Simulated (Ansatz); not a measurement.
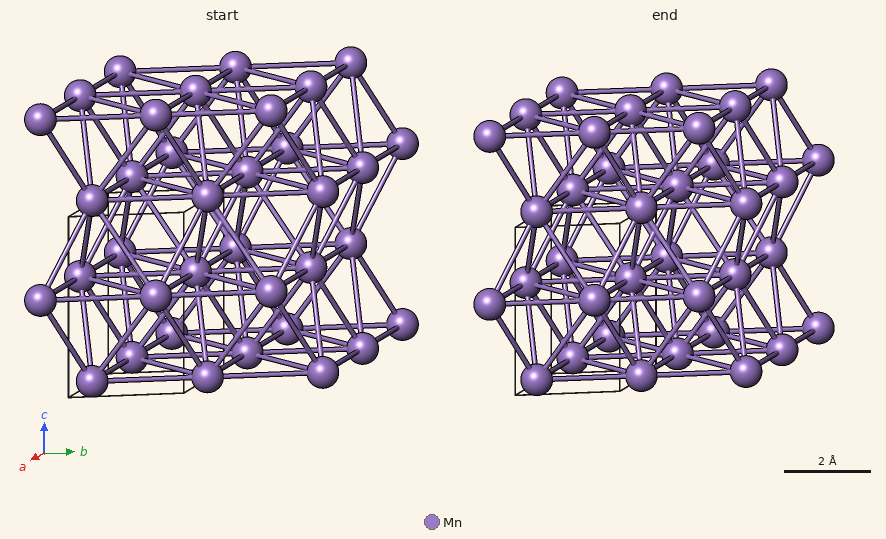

The structure of solid Mn (a generated structure, set up in P6_3/mmc) before (left) and after (right) a relaxation, at one scale.

The picture is a ball-and-stick view of the cell of the calculation, repeated 3 × 3 × 2 with one cell outlined, seen slightly off an axis.

Case: Hf → Mn on all its sites, cell and atoms relaxed.

These are results of DFT PBE, scalar-relativistic, plane waves, PAW (Ansatz), not measurements. (plane-wave cutoff 420 eV; k-point mesh 18 × 18 × 10; occupations gaussian; smearing width 0.1 eV; collinear spin; cell and atoms relaxed; force threshold 0.01 eV/Å; at most 60 steps)

Summarise the run.

Answer. No atom moves by more than 0.005 Å relative to the cell. The drawn cell changes as follows: a = b 2.734 → 2.481 Å (−9.3 %), c 4.324 → 4.016 Å (−7.1 %); the volume changes by −23.5 %. Among the contacts that change: Mn–Mn 2.734 → 2.481 Å, Mn–Mn 2.677 → 2.467 Å. The space group stays P6_3/mmc (No. 194). The energy falls by 1.034 eV per cell of the calculation in 7 accepted moves (8 points after the start). All forces vanish by symmetry, so only the cell relaxes. The pressure goes from −4.00 to 0.00 GPa. At 1 point the geometry stayed and the basis and grid were re-selected for the new cell (energy shift of 2.1 meV per cell of the calculation at most each time). The program noted that the starting moments weren't kept. The run took 94 s on 1 thread of Intel(R) Xeon(R) 6975P-C (Granite Rapids) (shared host), peak memory 0.53 GiB.
